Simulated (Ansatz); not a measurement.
## Electronic structure of MnO2 in real space

The calculation's input:

```
crystal:
  lattice:
    - [-5.003749926, 5.003749926, 1.4514188527]
    - [5.003749926, -5.003749926, 1.4514188527]
    - [5.003749926, 5.003749926, -1.4514188527]
  atoms:
    - { symbol: Mn, position: [0.83, 0.65, 0.48], spin: 4.0 }
    - { symbol: Mn, position: [0.65, 0.17, 0.82], spin: 4.0 }
    - { symbol: Mn, position: [0.17, 0.35, 0.52], spin: 4.0 }
    - { symbol: Mn, position: [0.35, 0.83, 0.18], spin: 4.0 }
    - { symbol: O, position: [0.458, 0.16, 0.618] }
    - { symbol: O, position: [0.16, 0.542, 0.702] }
    - { symbol: O, position: [0.542, 0.84, 0.382] }
    - { symbol: O, position: [0.84, 0.458, 0.298] }
    - { symbol: O, position: [0.205, 0.16, 0.365] }
    - { symbol: O, position: [0.16, 0.795, 0.955] }
    - { symbol: O, position: [0.795, 0.84, 0.635] }
    - { symbol: O, position: [0.84, 0.205, 0.045] }
hamiltonian:
  xc: pbesol
  pseudopotentials: { kind: paw }
magnetization:
  spin_polarized: true
kpoints:
  mp_grid: { grid: [10, 10, 10] }
scf:
  occupations: { method: fermi_dirac, width: 0.05 }
output:
  forces: true
  stress: true
  eigenvalues: true
  write_density: true
  write_potential: true
  elf: true
  volumetric_format: npy
```

Launched as:

```sh
ansatz run input.yaml --threads 4 --pin off --max-ram 11264MiB --backend cpu --events-out ev --progress --plain --runs-dir out
```

Below, planes, directions and counts refer to the conventional cell (a = 10.01 Å, b = 10.01 Å, c = 2.90 Å, α = 90.00°, β = 90.00°, γ = 90.00°).

Space group I4/m; not relaxed (largest force 0.6 eV/Å); computed pressure about −12 GPa in this cell; the SCF solution may not be the lowest one; the program warned that another magnetic order may lie lower; spin-polarised.

Theory: Ansatz, Kohn-Sham DFT of a periodic cell, PBEsol, Ansatz PAW.

In a PAW calculation such maps are meaningful between the atoms, not at the nuclei.

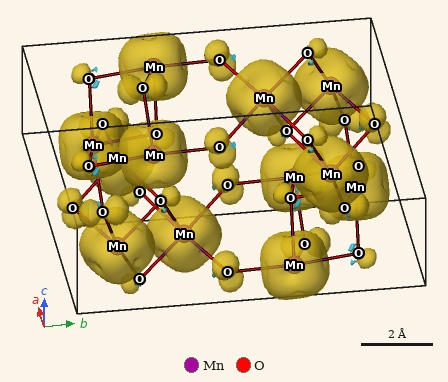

Figure 1. Isosurfaces of the spin density (up minus down) at +0.08 (yellow) and −0.08 e/Å³ (cyan), seen at an oblique angle. Sticks mark near contacts.

### Describe the spin distribution.

The spin density sits on Mn: +2.5 μB (×8) in one cell of 24 atoms, with smaller moments on O (up to +0.10 μB): parallel main moments (a ferromagnetic arrangement) in this solution. The cell of the calculation (12 atoms) carries 12.0 μB of net spin moment.

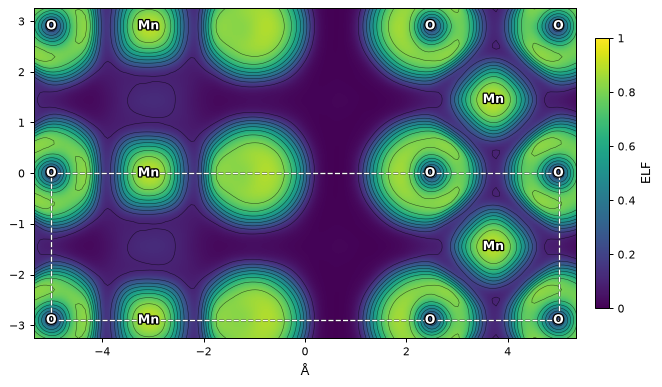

Figure 2. ELF on the (100) plane of the conventional cell.

### What do the fields say about this system?

Atoms in the plane: Mn and O.
Atoms just off the plane (O, 0.5 Å away) can leave unmarked features too.
Mn–O (1.94 Å): the ELF peaks at about 0.80 in the valence shell of O, 0.6 Å from its nucleus, and is about 0.25 at the midpoint; no shared electron pair shows on this line.
The features right at Mn lie inside the PAW spheres, where the map follows smoothed inner orbitals and isn't to be read closely.

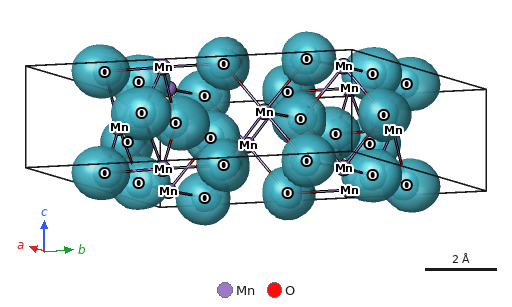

Figure 3. Isosurface of the ELF at 0.75 (cyan), seen at an oblique angle. Core shells and regions of very low density are left out. Sticks mark near contacts.

### Describe the localisation domains.

The ELF exceeds this value in 16 regions wrapped around O (the valence shell of each), counted in one cell of 24 atoms. Regions shared between cells count once. Profiles from the grid: Mn–O (1.92 Å): the ELF peaks at about 0.85 in the valence shell of O, 0.6 Å from its nucleus, and is about 0.25 at the midpoint; no localised pair shows between them.
